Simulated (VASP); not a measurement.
SiC: geometry relaxation (part 2 of 3)

Continued. System: SiC (4 atoms in the cell). Method: Kohn-Sham DFT of a periodic cell, PBE, VASP PAW PBE potentials, recommended, no spin polarisation (VASP 6.6.1); cutoff 520 eV, 12×12×6 k-mesh, Gaussian smearing of 0.02 eV. The structure derives from an entry of the Crystallography Open Database.

Geometry of the input (Å; fractional positions):
```
3.0918  0.0000  0.0000
-1.5459  2.6775  -0.0000
-0.0000  0.0000  5.0741
Si 0.3333  0.6667  0.0046
Si 0.6667  0.3333  0.5046
C  0.3333  0.6667  0.3804
C  0.6667  0.3333  0.8804
```

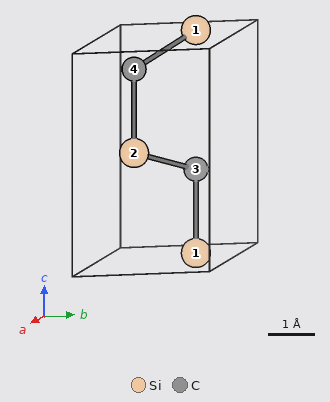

The starting structure (ball-and-stick view of the cell of the calculation, seen slightly off an axis; atoms are numbered from 1 in the order of the input). An atom can appear more than once, as a periodic image.

Parts of OUTCAR, continued
```
   k-points           NKPTS =     76   k-points in BZ     NKDIM =     76   number of bands    NBANDS=     12
   number of dos      NEDOS =    301   number of ions     NIONS =      4
   total plane-waves  NPLWV =  23040
   dimension x,y,z NGX =    24 NGY =   24 NGZ =   40
   dimension x,y,z NGXF=    48 NGYF=   48 NGZF=   80
   ions per type =               2   2
   NGX,Y,Z   is equivalent  to a cutoff of  12.90, 12.90, 13.11 a.u.
   NGXF,Y,Z  is equivalent  to a cutoff of  25.81, 25.81, 26.21 a.u.
 SYSTEM =  unknown system
   PREC   = accura    normal or accurate (medium, high low for compatibility)
   ISTART =      0    job   : 0-new  1-cont  2-samecut
   ICHARG =      2    charge: 1-file 2-atom 10-const
   ISPIN  =      1    spin polarized calculation?
   LNONCOLLINEAR =      F non collinear calculations
   LSORBIT =      F    spin-orbit coupling
   LASPH  =      T    aspherical Exc in radial PAW
   ENCUT  =  520.0 eV  38.22 Ry    6.18 a.u.   5.75  5.75  9.43*2*pi/ulx,y,z
   NELM   =      4;   NELMIN=  2; NELMDL= -5     # of ELM steps
   EDIFF  = 0.1E-06   stopping-criterion for ELM
   LREAL  =      F    real-space projection
   EDIFFG = -.2E-02   stopping-criterion for IOM
   NSW    =     80    number of steps for IOM
   IBRION =      2    ionic relax: 0-MD 1-quasi-New 2-CG
   NFREE  =      1    steps in history (QN), initial steepest desc. (CG)
   ISIF   =      3    stress and relaxation
   ISYM   =      2    0-nonsym 1-usesym 2-fastsym
   POTIM  = 0.5000    time-step for ionic-motion
   TEBEG  =    0.0;   TEEND  =   0.0 temperature during run
   PSTRESS=    0.0 pullay stress
   NELECT =      16.0000    total number of electrons
   NUPDOWN=      -1.0000    fix difference up-down
   EMIN   =  10.00;   EMAX   =-10.00  energy-range for DOS
   EFERMI =   0.00;   METHOD = LEGACY
   ISMEAR =     0;   SIGMA  =   0.02  broadening in eV -4-tet -1-fermi 0-gaus
   EFERMI_NEDOS =   21; number of points for ismear=-14 and -15
   IALGO  =     68    algorithm
   IMIX   =      4    mixing-type and parameters
     AMIX     =   0.40;   BMIX     =  1.00
     AMIX_MAG =   1.60;   BMIX_MAG =  1.00
  volume/ion in A,a.u.               =      10.50        70.87
  Fermi-wavevector in a.u.,A,eV,Ry     =   1.186716  2.242568 19.161017  1.408295
  Thomas-Fermi vector in A             =   2.322883
   LORBIT       =      0    0 simple, 1 ext, 2 COOP (PROOUT), +10 PAW based schemes
   GGA     = PE    functional components
   LHFCALC =     F    Hartree Fock is set to
   AEXX    =    0.0000 exact exchange contribution
   IVDW    =     0    specifies the selected vdW correction
   LEPSILON=     F    determine dielectric tensor
   LRPA    =     F    only Hartree local field effects (RPA)
 conjugate gradient relaxation of ions
 non-spin polarized calculation
 RMM-DIIS sequential band-by-band and
 Gauss-broadening in eV      SIGMA  =   0.02
  energy-cutoff  :      520.00
  volume of cell :       42.01
 maximum number of plane-waves:      1170
 NGX is ok and might be reduce to    24
   NGX = 11   NGY = 11   NGZ = 19

--------------------------------------- Ionic step        1  -------------------------------------------

 number of electron      16.0000000 magnetization

 Free energy of the ion-electron system (eV)
  ---------------------------------------------------
  ext. energy  EPLUGINS =         0.00000000
  ---------------------------------------------------
  free energy    TOTEN  =       -33.75007389 eV

  energy without entropy =      -33.75007389  energy(sigma->0) =      -33.75007389

------------------------ aborting loop EDIFF was not reached (unconverged)  ----------------------------

  FORCE on cell =-STRESS in cart. coord.  units (eV):
  Direction    XX          YY          ZZ          XY          YZ          ZX
  --------------------------------------------------------------------------------------
  -------------------------------------------------------------------------------------
  Total       18.7917978     18.7917978     17.7526886      0.0000000      0.0000000      0.0000000
  in kB      716.7618609    716.7618598    677.1278769      0.0000000      0.0000000      0.0000000
  external PRESSURE =     703.5505325 kB  Pullay stress =       0.0000000 kB

 VOLUME and BASIS-vectors are now :
 -----------------------------------------------------------------------------
  energy-cutoff  :      520.00
  volume of cell :       42.01
      direct lattice vectors                 reciprocal lattice vectors
     3.091766850  0.000000000  0.000000000     0.323439654  0.186737971  0.000000000
    -1.545883425  2.677548632  0.000000000     0.000000000  0.373475943  0.000000000
     0.000000000  0.000000000  5.074110503     0.000000000  0.000000000  0.197078877

 POSITION                                       TOTAL-FORCE (eV/Angst)
 -----------------------------------------------------------------------------------
     -0.00000      1.78503      0.02327         0.000000      0.000000     -0.052842
      1.54588      0.89252      2.56032        -0.000000     -0.000000     -0.052842
     -0.00000      1.78503      1.93026        -0.000000      0.000000      0.052842
      1.54588      0.89252      4.46732         0.000000     -0.000000      0.052842
 -----------------------------------------------------------------------------------
    total drift:                               -0.000004      0.000002     -0.009563

  FREE ENERGIE OF THE ION-ELECTRON SYSTEM (eV)
  ---------------------------------------------------
  free  energy   TOTEN  =       -33.7500738856 eV

  energy  without entropy=      -33.7500738856  energy(sigma->0) =      -33.75007389

--------------------------------------- Ionic step        2  -------------------------------------------

 number of electron      16.0000001 magnetization

 E-fermi :   2.3427     XC(G=0):  -8.9117     alpha+bet : -8.8634

 val. band max:        2.3414746482   @ k =   0.0000   0.0000   0.0000
 cond. band min:       3.0987243826   @ k =   0.0000   0.0000   0.0000
 fundamental gap:      0.7572497344
 Fermi energy:         2.3427469948

 k-point     1 :       0.0000    0.0000    0.0000
  band No.  band energies     occupation
      1      -9.0645      2.00000
      2      -7.3188      2.00000
      3      -3.5761      2.00000
      4       1.4419      2.00000
      5       1.4420      2.00000
      6       2.1449      2.00000
      7       2.3228      1.84184
      8       2.3412      1.08654
      9       2.3415      1.07169
     10       3.0987      0.00000
     11       6.4557      0.00000
     12       6.4680      0.00000

 k-point     2 :       0.0833    0.0000    0.0000
  band No.  band energies     occupation
      1      -8.9968      2.00000
      2      -7.2628      2.00000
      3      -3.5571      2.00000
      4       0.8650      2.00000
      5       1.2228      2.00000
      6       1.3360      2.00000
      7       2.2524      2.00000
      8       2.2803      1.99999
      9       3.1607      0.00000
     10       3.6392      0.00000
     11       6.3395      0.00000
     12       6.5877      0.00000

 k-point     3 :       0.1667   -0.0000    0.0000
  band No.  band energies     occupation
      1      -8.7974      2.00000
      2      -7.1026      2.00000
      3      -3.5255      2.00000
      4      -0.0428      2.00000
      5       0.1969      2.00000
      6       1.0833      2.00000
      7       2.0482      2.00000
      8       2.1140      2.00000
      9       3.8618      0.00000
     10       4.3350      0.00000
     11       6.2926      0.00000
     12       7.1576      0.00000

 k-point     4 :       0.2500    0.0000    0.0000
  band No.  band energies     occupation
      1      -8.4789      2.00000
      2      -6.8690      2.00000
      3      -3.5672      2.00000
      4      -0.9054      2.00000
      5      -0.6430      2.00000
      6       0.7945      2.00000
      7       1.7070      2.00000
      8       1.8994      2.00000
      9       4.3170      0.00000
     10       4.5275      0.00000
     11       6.6157      0.00000
     12       7.0241      0.00000

 k-point     5 :       0.3333    0.0000    0.0000
  band No.  band energies     occupation
      1      -8.0713      2.00000
      2      -6.6365      2.00000
      3      -3.7491      2.00000
      4      -1.8000      2.00000
      5      -0.9648      2.00000
      6       0.5454      2.00000
      7       1.2692      2.00000
      8       1.6992      2.00000
      9       4.3836      0.00000
     10       4.6030      0.00000
     11       6.4907      0.00000
     12       7.3650      0.00000

 [... the levels of 18 k-points are left out ...]

 k-point    24 :       0.3333    0.0000    0.1667
  band No.  band energies     occupation
      1      -8.0014      2.00000
      2      -6.7790      2.00000
      3      -3.6310      2.00000
      4      -1.9935      2.00000
      5      -0.7438      2.00000
      6       0.6070      2.00000
      7       1.3798      2.00000
      8       1.5994      2.00000
      9       4.1418      0.00000
     10       4.6445      0.00000
     11       6.5089      0.00000
     12       7.2584      0.00000

 [... further k-points ...]

------------------------ aborting loop EDIFF was not reached (unconverged)  ----------------------------

  FORCE on cell =-STRESS in cart. coord.  units (eV):
  Direction    XX          YY          ZZ          XY          YZ          ZX
  --------------------------------------------------------------------------------------
  -------------------------------------------------------------------------------------
  Total      -15.5088467    -15.5088466    -14.8541485     -0.0000000      0.0000000      0.0000000
  in kB     -323.8120194   -323.8120187   -310.1424573     -0.0000000      0.0000000      0.0000000
  external PRESSURE =    -319.2554984 kB  Pullay stress =       0.0000000 kB

 VOLUME and BASIS-vectors are now :
 -----------------------------------------------------------------------------
  energy-cutoff  :      520.00
  volume of cell :       76.74
      direct lattice vectors                 reciprocal lattice vectors
     3.792489682  0.000000000  0.000000000     0.263679030  0.152235159  0.000000000
    -1.896244841  3.284392405  0.000000000    -0.000000000  0.304470318  0.000000000
     0.000000000  0.000000000  6.160524266     0.000000000  0.000000000  0.162323847

 POSITION                                       TOTAL-FORCE (eV/Angst)
 -----------------------------------------------------------------------------------
     -0.00000      2.18959      0.02516         0.000000     -0.000000      0.057413
      1.89624      1.09480      3.10542        -0.000000      0.000000      0.057413
     -0.00000      2.18959      2.34665         0.000000     -0.000000     -0.057413
      1.89624      1.09480      5.42691        -0.000000      0.000000     -0.057413
 -----------------------------------------------------------------------------------
    total drift:                               -0.000006      0.000003      0.119044

  FREE ENERGIE OF THE ION-ELECTRON SYSTEM (eV)
  ---------------------------------------------------
  free  energy   TOTEN  =       -23.4457956854 eV

  energy  without entropy=      -23.4457648661  energy(sigma->0) =      -23.44578028

--------------------------------------- Ionic step        3  -------------------------------------------

 number of electron      16.0000004 magnetization

 E-fermi :   4.7672     XC(G=0):  -9.8277     alpha+bet :-11.4745

 val. band max:        4.6655025294   @ k =   0.0000   0.0000   0.0000
 cond. band min:       6.7292123362   @ k =   0.0000   0.0000   0.0000
 fundamental gap:      2.0637098068
 Fermi energy:         4.7671914707

 k-point     1 :       0.0000    0.0000    0.0000
  band No.  band energies     occupation
      1      -8.3117      2.00000
      2      -5.8720      2.00000
      3      -2.2497      2.00000
      4       3.5397      2.00000
      5       3.5398      2.00000
      6       4.6143      2.00000
      7       4.6655      2.00000
      8       4.6655      2.00000
      9       6.7292      0.00000
     10       6.9686      0.00000
     11       9.4963      0.00000
     12       9.5073      0.00000

 k-point     2 :       0.0833    0.0000    0.0000
  band No.  band energies     occupation
      1      -8.2230      2.00000
      2      -5.7960      2.00000
      3      -2.1894      2.00000
      4       2.9191      2.00000
      5       3.3931      2.00000
      6       4.0683      2.00000
      7       4.5369      2.00000
      8       4.5936      2.00000
      9       7.2410      0.00000
     10       7.4097      0.00000
     11       9.3397      0.00000
     12       9.6730      0.00000

 k-point     3 :       0.1667   -0.0000    0.0000
  band No.  band energies     occupation
      1      -7.9607      2.00000
      2      -5.5763      2.00000
      3      -2.0315      2.00000
      4       1.7511      2.00000
      5       2.9280      2.00000
      6       3.0502      2.00000
      7       4.2839      2.00000
      8       4.3901      2.00000
      9       7.7351      0.00000
     10       8.0502      0.00000
     11       9.4915      0.00000
     12      10.1920      0.00000

 k-point     4 :       0.2500    0.0000    0.0000
  band No.  band energies     occupation
      1      -7.5370      2.00000
      2      -5.2462      2.00000
      3      -1.8806      2.00000
      4       0.6814      2.00000
      5       1.7047      2.00000
      6       2.6672      2.00000
      7       3.8400      2.00000
      8       4.1208      2.00000
      9       7.4995      0.00000
     10       8.4437      0.00000
     11       9.6477      0.00000
     12      10.3712      0.00000

 k-point     5 :       0.3333    0.0000    0.0000
  band No.  band energies     occupation
      1      -6.9817      2.00000
      2      -4.9006      2.00000
      3      -1.9810      2.00000
      4       0.1377      2.00000
      5       0.5760      2.00000
      6       2.3449      2.00000
      7       3.2429      2.00000
      8       3.8712      2.00000
      9       7.1592      0.00000
     10       8.4888      0.00000
     11       9.2880      0.00000
     12      10.5609      0.00000

 [... the levels of 18 k-points are left out ...]

 k-point    24 :       0.3333    0.0000    0.1667
  band No.  band energies     occupation
      1      -6.8881      2.00000
      2      -5.1339      2.00000
      3      -1.8345      2.00000
      4       0.1719      2.00000
      5       0.5876      2.00000
      6       2.4228      2.00000
      7       3.4063      2.00000
      8       3.7309      2.00000
      9       7.1030      0.00000
     10       8.0200      0.00000
     11       9.4842      0.00000
     12      10.7422      0.00000

 [... further k-points ...]

------------------------ aborting loop EDIFF was not reached (unconverged)  ----------------------------

  FORCE on cell =-STRESS in cart. coord.  units (eV):
  Direction    XX          YY          ZZ          XY          YZ          ZX
  --------------------------------------------------------------------------------------
  -------------------------------------------------------------------------------------
  Total      -14.2589279    -14.2589279    -13.4409778     -0.0000000      0.0000000      0.0000000
  in kB     -385.4211385   -385.4211378   -363.3118121     -0.0000000      0.0000000      0.0000000
  external PRESSURE =    -378.0513628 kB  Pullay stress =       0.0000000 kB

 VOLUME and BASIS-vectors are now :
 -----------------------------------------------------------------------------
  energy-cutoff  :      520.00
  volume of cell :       59.27
      direct lattice vectors                 reciprocal lattice vectors
     3.474919196  0.000000000  0.000000000     0.287776476  0.166147826  0.000000000
    -1.737459598  3.009368297  0.000000000    -0.000000000  0.332295652  0.000000000
     0.000000000  0.000000000  5.668157055     0.000000000  0.000000000  0.176424187

 POSITION                                       TOTAL-FORCE (eV/Angst)
 -----------------------------------------------------------------------------------
     -0.00000      2.00625      0.02421         0.000000     -0.000000      0.005383
      1.73746      1.00312      2.85829        -0.000000      0.000000      0.005383
     -0.00000      2.00625      2.15803         0.000000      0.000000     -0.005383
      1.73746      1.00312      4.99211        -0.000000     -0.000000     -0.005383
 -----------------------------------------------------------------------------------
    total drift:                               -0.000005      0.000003     -0.016355

  FREE ENERGIE OF THE ION-ELECTRON SYSTEM (eV)
  ---------------------------------------------------
  free  energy   TOTEN  =       -27.4725130385 eV

  energy  without entropy=      -27.4725130385  energy(sigma->0) =      -27.47251304

[... ionic steps 4 to 19 ...]

--------------------------------------- Ionic step       20  -------------------------------------------

 number of electron      16.0000000 magnetization

------------------------ aborting loop because EDIFF is reached ----------------------------------------
```
